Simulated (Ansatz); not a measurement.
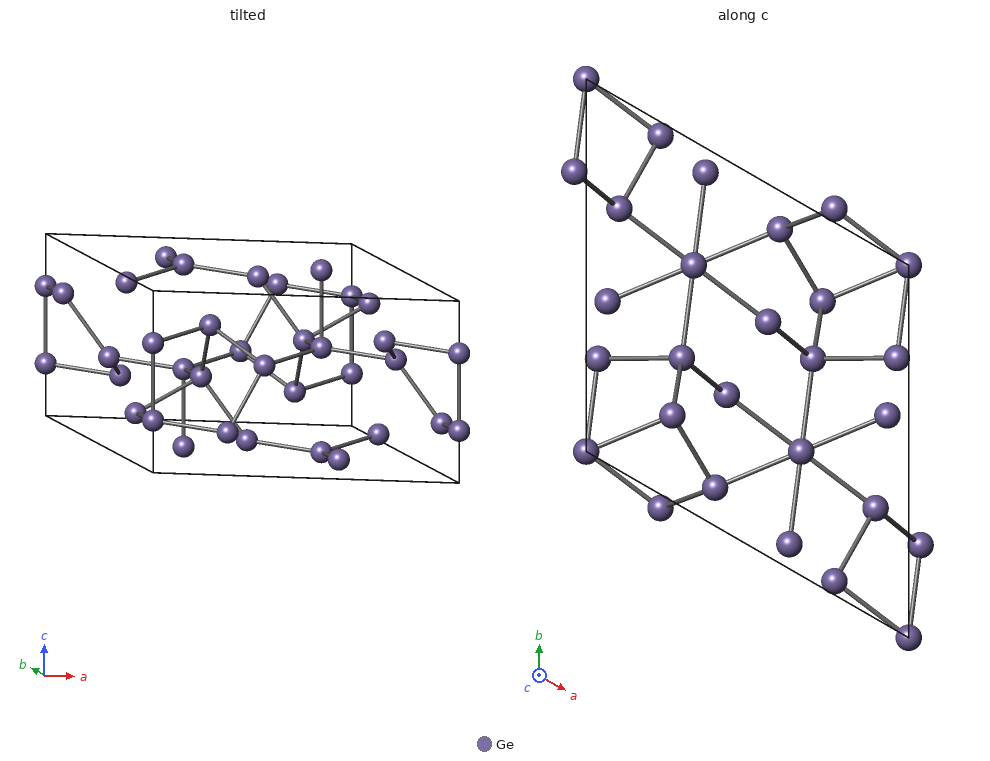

Crystal structure, ball-and-stick style, seen slightly off an axis and along the c axis. The wireframe shows the conventional unit cell.

Characterise what is shown.

The element is germanium. The symmetry is that of R-3 (No. 148), on a rhombohedral (trigonal R) lattice. The cell holds 24 atoms. Around each Ge lie four Ge. The bonds build a three-dimensional framework.

It goes back to a structure listed in the Materials Project. Earlier steps of the study may have refined or changed the cell and positions. A calculation with Ansatz used it as input.
